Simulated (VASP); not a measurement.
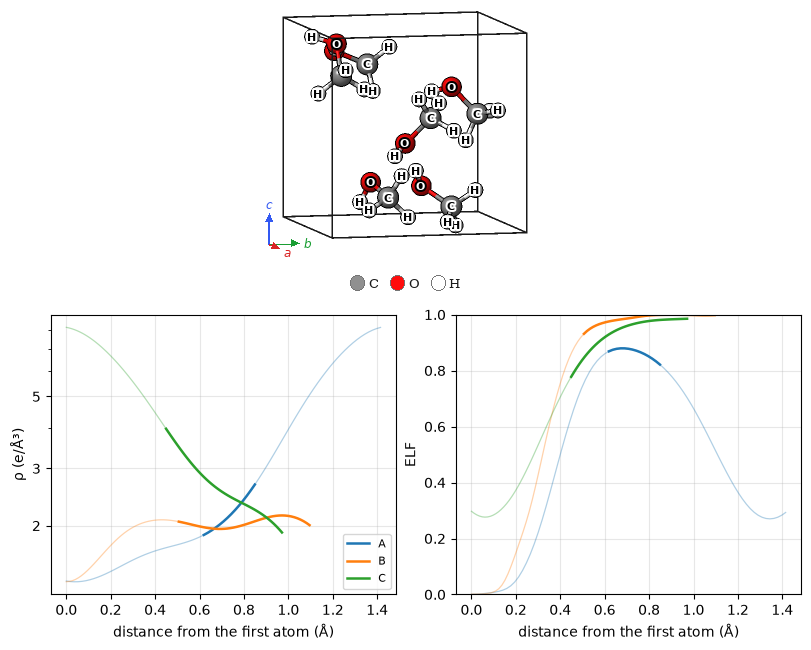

H4CO (amorphous cell). Valence electron density and electron localisation function along straight lines between neighbouring atoms. Thin, pale parts lie inside the atomic spheres. The structure is drawn too.

Level of theory: Kohn-Sham DFT of a periodic cell, PBE with D3(BJ), VASP PAW PBE potentials, recommended in VASP 6.6.1.

In a PAW calculation such maps are meaningful between the atoms, not at the nuclei.

Which curve belongs to which contact (C–H, C–O and O–H)? The first atom named is at distance zero.

Answer. Curve A: C–O (1.41 Å): ρ is about 2.1 e/Å³ halfway; the ELF peaks at about 0.90 between the atoms (a polar covalent bond). Curve B: C–H (1.10 Å): ρ at the midpoint is about 2 e/Å³; the ELF climbs to about 1 towards the hydrogen, as it does in any bond to H: a covalent bond by its length. Curve C: O–H (0.97 Å): ρ is about 3.7 e/Å³ halfway; the ELF climbs to about 1 towards the hydrogen; a covalent bond by its length.
